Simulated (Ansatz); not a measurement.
Run report: CdF$_{2}$, geometry relaxation

System: CdF$_{2}$ (3 atoms in the cell).
Method: DFT r2SCAN, scalar-relativistic, plane waves, PAW, no spin polarisation (Ansatz 0.2.0).

The structure derives from an entry of the Crystallography Open Database. It belongs to a series of runs on one base structure; here: relaxed at -3 GPa.

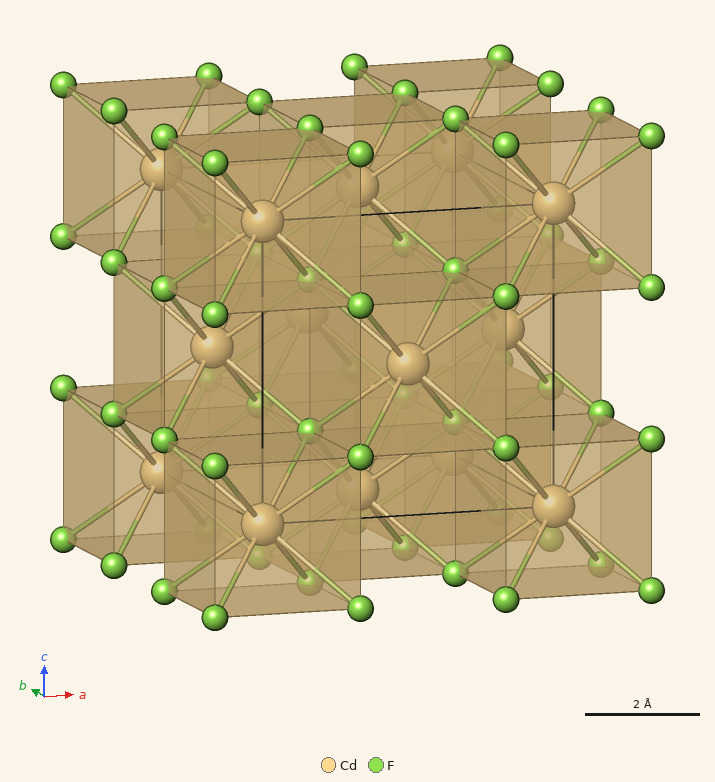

The starting structure (polyhedral view of the cell 4 times as large as that of the calculation, set on its symmetry axes, seen slightly off an axis; polyhedra are completed across the faces of the cell). An atom can appear more than once, as a periodic image.

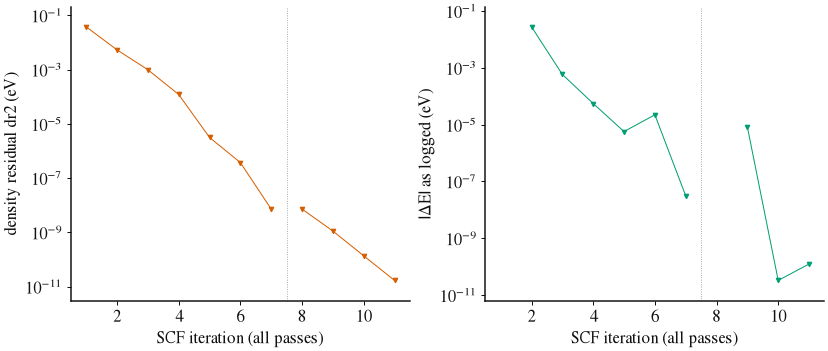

Convergence of the self-consistent field: density residual dr2 and size of the energy change against the SCF iteration. The dotted lines part the SCF passes of the relaxation: geometry steps, rejected trials and re-solves on a re-selected basis. The passes take 7 and 4 iterations.

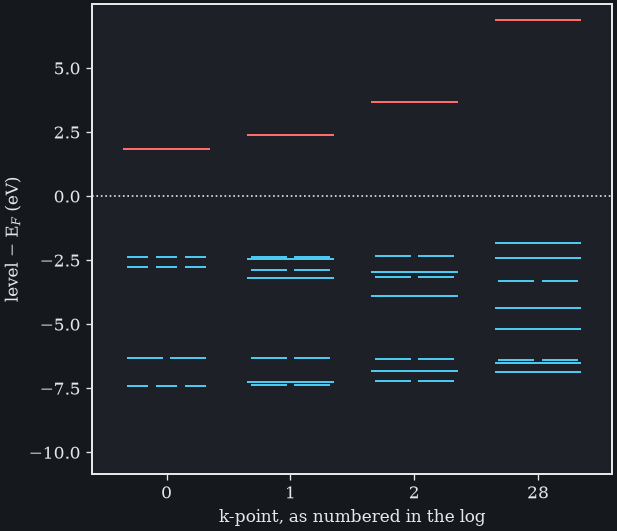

Kohn–Sham levels near the Fermi level (dotted) at the few k-points that the log prints; levels within 0.02 eV of each other stand side by side. Among these points the highest filled and lowest empty levels are 3.69 eV apart, which is the gap on the mesh.

These pictures come from the run below.

### The input
```yaml
crystal:
  lattice:
    - [0.0, 2.7197861389, 2.7197861389]
    - [2.7197861389, 0.0, 2.7197861389]
    - [2.7197861389, 2.7197861389, 0.0]
  atoms:
    - { symbol: Cd, position: [0.0, 0.0, 0.0] }
    - { symbol: F, position: [0.25, 0.25, 0.25] }
    - { symbol: F, position: [0.75, 0.75, 0.75] }
basis:
  ecutwfc: 500
kpoints:
  mp_grid: { grid: [8, 8, 8] }
hamiltonian:
  xc: r2scan
scf:
  occupations: { method: gaussian, width: 0.02 }
output:
  forces: true
  stress: true
  eigenvalues: true
relax:
  adjacent_minimum: "off"
  f_tol: 0.008
  max_steps: 50
  cell: { stress_tol: 0.08, p_target: -3.0 }
```

Run as:
```bash
ansatz run input.yaml --threads 1 --pin off --max-ram 2560MiB --backend cpu --events-out ev --progress --plain --runs-dir out
```

### Log
```
Engine: ansatz 0.2.0, aarch64-unknown-linux-gnu
Pseudopotentials: kind: paw
Pseudopotential: Cd, paw, valence charge 20, recommended cutoff 500 eV (meta_gga), Cd.paw.azcp
Pseudopotential: F, paw, valence charge 7, recommended cutoff 500 eV (meta_gga), F.paw.azcp
Functional definition: r2SCAN
  parameter k0 = 0.174
  parameter k1 = 0.065
  parameter a1 = 4.9479
  exchange = r2scan_x(k0 = k0, k1 = k1, a1 = a1)
  correlation = r2scan_c
Crystal: 3 atoms, lattice volume = 40.238 Å³
Basis set: ecut = 500 eV, 965 PW (Γ), exchange–correlation on 120×120×120 points (64 copies of the dense FFT grid, shifted against one another)
Bands: 21, of which v1, the nominal top of the filled ones, is band 17 counted from 1 (16 counted from 0)
Symmetry: 48 space group operations
Space group: Fm-3m (ITA 225), of the structure as read, at distance tolerance 3.4e-5 Å
k-points: 29 of 512
Non-local potential: Cd, projectors of the file, l = 0: 3, l = 1: 2, l = 2: 2, l = 3: 1
Non-local potential: F, projectors of the file, l = 0: 2, l = 1: 2, l = 2: 1
PAW form: soft (Blöchl's): semilocal exchange-correlation on the pseudo side does not see the compensation charge
PAW frozen core: Cd, regenerated for the run's functional (the file was generated under x = pbe(κ = 0.804, μ = 0.2195149727645171), c = pbe(β = 0.06672455060314922))
PAW frozen core: F, regenerated for the run's functional (the file was generated under x = pbe(κ = 0.804, μ = 0.2195149727645171), c = pbe(β = 0.06672455060314922))
PAW one-centre angular grid: Cd, 590 points (default); XC on 160 Gauss nodes
PAW one-centre angular grid: F, 302 points (default); XC on 160 Gauss nodes
Initial density: superposition of atomic densities (neutral atoms: chi_scale 0, normalization atom), corrected by the library's trained network
Initial wavefunctions: pseudopotential atomic-orbital guess
Functional: x = r2scan, c = r2scan; τ floored in thin density (d = 2e-4 eV/Å³)
SCF iter   1: F=—  HF=-9889.340203 eV  |F-HF|=—  |Δ(HF+E_count)|=         —  Δρ=1.09e-2  dr2=3.77e-2  dr2_τ=7.40e-2  ethr=1.77e-3  ⟨swp⟩=5.1  Hψ=2581  notcnv=0
preconditioner: auto → none  [insulator: Δε(μ)=3.842 eV  Ē_g=17.485 eV  σ=0.020 eV  W_gap=1.00  n_scr=14 (ndim 8)  ℏωp=29.8 eV  f_vac=0.143  D(μ)=0.00/eV (n_scr^D=0)  ε∞_Penn≈3.9]
SCF iter   2: F=—  HF=-9889.367894 eV  |F-HF|=—  |Δ(HF+E_count)|=   2.77e-2  Δρ=6.48e-3  dr2=5.35e-3  dr2_τ=1.78e-3  ethr=1.11e-4  ⟨swp⟩=2.6  Hψ=1354  notcnv=0
SCF iter   3: F=—  HF=-9889.367309 eV  |F-HF|=—  |Δ(HF+E_count)|=   5.85e-4  Δρ=2.40e-3  dr2=9.91e-4  dr2_τ=2.58e-4  ethr=1.57e-5  ⟨swp⟩=2.0  Hψ=1086  notcnv=0
SCF iter   4: F=—  HF=-9889.367364 eV  |F-HF|=—  |Δ(HF+E_count)|=   5.54e-5  Δρ=7.78e-4  dr2=1.21e-4  dr2_τ=1.52e-5  ethr=2.91e-6  ⟨swp⟩=2.1  Hψ=890  notcnv=0
SCF iter   5: F=—  HF=-9889.367359 eV  |F-HF|=—  |Δ(HF+E_count)|=   5.70e-6  Δρ=1.21e-4  dr2=3.16e-6  dr2_τ=6.45e-7  ethr=3.56e-7  ⟨swp⟩=3.0  Hψ=1217  notcnv=0
SCF iter   6: F=—  HF=-9889.367337 eV  |F-HF|=—  |Δ(HF+E_count)|=   2.22e-5  Δρ=3.45e-5  dr2=3.74e-7  dr2_τ=2.71e-8  ethr=9.30e-9  ⟨swp⟩=2.4  Hψ=1011  notcnv=0
SCF iter   7: F=-9889.367337 eV  HF=-9889.367337 eV  |F-HF|=3.43e-9  |Δ(HF+E_count)|=   3.13e-8  Δρ=4.99e-6  dr2=7.22e-9  dr2_τ=6.24e-10  ethr=2.94e-10  ⟨swp⟩=5.0  Hψ=2440  notcnv=0
SCF 1 converged in 7 iterations: F = -9889.367337 eV  dr2 = 7.22e-9
  greatest PAW one-centre occupation: 1.003 electrons in one spin orbital (limit 2), on the Cd atom at site 0 (counted from 0), in its partial waves of l = 1
relax step   1: F+E_penalty+E_count = -9889.36733654 eV  Δ(F+E_penalty+E_count) = +0.000e0 eV  max|allowed force component| = 3.855e-18 eV/Å  Δτ_max = 0.0000 Å  P = -2.988 GPa  Ω = 40.238 Å³  (7 SCF iters, dr2 threshold 1.00e-7 eV, accepted)
Initial density: handed on by an earlier stage of this run
Initial wavefunctions: pseudopotential atomic-orbital guess (no wavefunctions were taken with the density)
iter 1 solved again at ethr=1.26e-8 eV; its pass at ethr=3.10e-3 eV (dr2=4.28e-6 eV) is discarded
SCF iter   1: F=—  HF=-9889.367328 eV  |F-HF|=—  |Δ(HF+E_count)|=         —  Δρ=5.02e-6  dr2=7.24e-9  dr2_τ=6.25e-10  ethr=1.26e-8  ⟨swp⟩=3.0  Hψ=4273  notcnv=0
preconditioner: auto → none  [insulator: Δε(μ)=3.689 eV  Ē_g=17.363 eV  σ=0.020 eV  W_gap=1.00  n_scr=14 (ndim 8)  ℏωp=29.8 eV  f_vac=0.148  D(μ)=0.00/eV (n_scr^D=0)  ε∞_Penn≈4.0]
SCF iter   2: F=—  HF=-9889.367337 eV  |F-HF|=—  |Δ(HF+E_count)|=   8.22e-6  Δρ=2.68e-6  dr2=1.12e-9  dr2_τ=3.72e-10  ethr=2.13e-11  ⟨swp⟩=2.0  Hψ=990  notcnv=0
SCF iter   3: F=—  HF=-9889.367337 eV  |F-HF|=—  |Δ(HF+E_count)|=  3.27e-11  Δρ=9.00e-7  dr2=1.37e-10  dr2_τ=6.46e-11  ethr=3.31e-12  ⟨swp⟩=2.0  Hψ=974  notcnv=0
SCF iter   4: F=-9889.367337 eV  HF=-9889.367337 eV  |F-HF|=3.64e-12  |Δ(HF+E_count)|=  1.24e-10  Δρ=3.09e-7  dr2=1.69e-11  dr2_τ=4.10e-12  ethr=1.00e-12  ⟨swp⟩=4.0  Hψ=1874  notcnv=0
SCF 2 converged in 4 iterations: F = -9889.367337 eV  dr2 = 1.69e-11
relax step   2: F+E_penalty+E_count = -9889.36733655 eV  Δ(F+E_penalty+E_count) = -3.147e-9 eV  max|allowed force component| = 3.855e-18 eV/Å  Δτ_max = 0.0000 Å  P = -2.988 GPa  Ω = 40.238 Å³  stress off target by 1.17e-2 GPa  SCF on the basis re-selected at this cell (its energy is not comparable with the rows above)  (4 SCF iters)
basis re-selected at this cell: Δ(F+E_penalty+E_count) = -3.147e-9 eV, ΔP = -0.000 GPa vs the last step (what re-selecting the basis moved, of the pressure what is left beyond the Pulay correction that the steps carried, after the strain that the cell walked since its last selection, with what the two solves' SCF thresholds leave and, on support functions, any second-order correction that the steps lacked; it is no measure of the basis error at this ecutwfc). This SCF's stress stands 1.17e-2 GPa from its target on what of the cell is left free (relax.cell.stress_tol is 8.00e-2 GPa) and its largest allowed force component is 3.85e-18 eV/Å (relax.f_tol is 8.00e-3 eV/Å): within both
SCF converged after 4 iterations
Free energy (F): -9889.367337 eV
Harris-Foulkes:  -9889.367337 eV  (|F-HF|=3.64e-12)
Internal energy: -9889.367337 eV  (E = F + TS)
E sigma→0 (E₀):  -9889.367337 eV
Fermi energy:    7.297030 eV
--- Per-component energies (eV) ---
  E_band       = -533.432172
  E_kinetic    = 921.403557
  E_local      = -4298.748953  (includes V_loc(G=0)·N_el)
  E_nonlocal   = 184.007600
  E_hartree    = 1903.905920
  E_xc         = -325.750022
  E_vxc        = -475.867524  (∫ρ·V_xc dr)
  E_paw        = -4515.672747  (= ΣΔE_a)
  E_vpaw       = -705.717777  (= ΣTr[D̂ρ^β])
  E_aug_tail   = 0.002154  (compensation charges beyond the density's cutoff)
  E_vtau       = 33.677128  (kinetic-family band-sum trace: ∫τ·v_τ [+ j·A + Jᵃ·Aᵃ] dr)
  E_ewald      = -3757.887293
  E_core_change = -0.627554  (= ΣΔE_core)
  E_smearing   = -0.000000  (= −TS)
  E_closure    = -0.000000  (closes the sum)
  Σ components = -9889.367337   (vs F -9889.367337, Δ=0.00e0)
--- Forces (eV/Å), atoms counted from 1 ---
  atom   1  Cd    -0.00000000    -0.00000000     0.00000000
  atom   2  F      0.00000000     0.00000000     0.00000000
  atom   3  F      0.00000000     0.00000000     0.00000000
  max |Σ_I F_I| component: 9.25e-18 eV/Å
--- Stress (GPa, compression-positive) ---
       -2.988308       0.000000      -0.000000
        0.000000      -2.988308      -0.000000
       -0.000000      -0.000000      -2.988308
  P = ⅓ Tr σ = -2.9883 GPa (-29.883 kbar)
--- Band table (eV; the first three rows and the last of 29) ---
  k-point 0: bands = ["-95.5446", "-55.7454", "-55.7454", "-55.7454", "-16.3189", "-15.3349", "-0.1092", "-0.1092", "-0.1092", "0.9789", "0.9789", "4.5356", "4.5356", "4.5356", "4.9040", "4.9040", "4.9040", "9.1414", "18.9449", "18.9449", "18.9449"]
  k-point 1: bands = ["-95.5446", "-55.7457", "-55.7455", "-55.7455", "-16.2749", "-15.3740", "-0.0544", "-0.0544", "0.0451", "0.9635", "0.9635", "4.0924", "4.4256", "4.4256", "4.8265", "4.9264", "4.9264", "9.6881", "18.1196", "19.1780", "19.1780"]
  k-point 2: bands = ["-95.5446", "-55.7464", "-55.7456", "-55.7456", "-16.1550", "-15.4801", "0.0711", "0.0711", "0.4572", "0.9517", "0.9517", "3.4162", "4.1519", "4.1519", "4.3556", "4.9716", "4.9716", "10.9619", "16.8431", "19.7870", "19.7870"]
  k-point 28: bands = ["-95.5445", "-55.7468", "-55.7468", "-55.7462", "-15.7882", "-15.7882", "0.4509", "0.7664", "0.7938", "0.9100", "0.9100", "2.1081", "2.9165", "3.9891", "3.9891", "4.8933", "5.4525", "14.1841", "17.2403", "17.8826", "17.8826"]
--- Relaxed structure (1 steps of the walk, 1 accepted, 1 SCFs on fresh bases) ---
  F+E_penalty+E_count = -9889.36733655 eV   max|allowed force component| = 3.855e-18 eV/Å   (the final SCF, on the basis selected at the relaxed cell)
  cell:  # Å, volume = 40.2378 Å³
    - [0.0, 2.7197861389, 2.7197861389]
    - [2.7197861389, 0.0, 2.7197861389]
    - [2.7197861389, 2.7197861389, 0.0]
  atoms:
    - { symbol: Cd, position: [0.0, 0.0, 0.0] }
    - { symbol: F, position: [0.25, 0.25, 0.25] }
    - { symbol: F, position: [0.75, 0.75, 0.75] }
```

### Trajectory as extended XYZ (Å, eV, eV/Å), 2 frames, from step=1 to step=2
```
3
Lattice="0.0000 2.7198 2.7198 2.7198 0.0000 2.7198 2.7198 2.7198 0.0000" Properties=species:S:1:pos:R:3:forces:R:3 step=1 energy=-9889.36734 pressure_GPa=-2.99
Cd    0.0000    0.0000    0.0000    0.0000   0.0000   0.0000
F     1.3599    1.3599    1.3599    0.0000   0.0000   0.0000
F     4.0797    4.0797    4.0797    0.0000   0.0000   0.0000
3
Lattice="0.0000 2.7198 2.7198 2.7198 0.0000 2.7198 2.7198 2.7198 0.0000" Properties=species:S:1:pos:R:3:forces:R:3 step=2 energy=-9889.36734 pressure_GPa=-2.99
Cd    0.0000    0.0000    0.0000    0.0000   0.0000   0.0000
F     1.3599    1.3599    1.3599    0.0000   0.0000   0.0000
F     4.0797    4.0797    4.0797    0.0000   0.0000   0.0000
```

### Key numbers

| quantity | value |
| --- | --- |
| outcome | converged |
| space group (tolerance 0.01 Å) | Fm-3m (225) |
| electrons treated | 34 |
| free energy | −9889.3673 eV |
| Fermi energy | 7.297 eV |
| gap on the k-point mesh | 3.69 eV |
| pressure | −2.99 GPa |
| final volume | 40.24 Å³ |
| largest force (length of the vector) at the end | under 0.001 eV/Å |
| final cell | a = 3.846 Å, b = 3.846 Å, c = 3.846 Å, α = 60.00°, β = 60.00°, γ = 60.00° |
| hardware | 1 thread of Arm Neoverse V2, 24 GiB of memory available, shared host |
| wall time | 6.1 s |
| peak memory | 0.42 GiB |
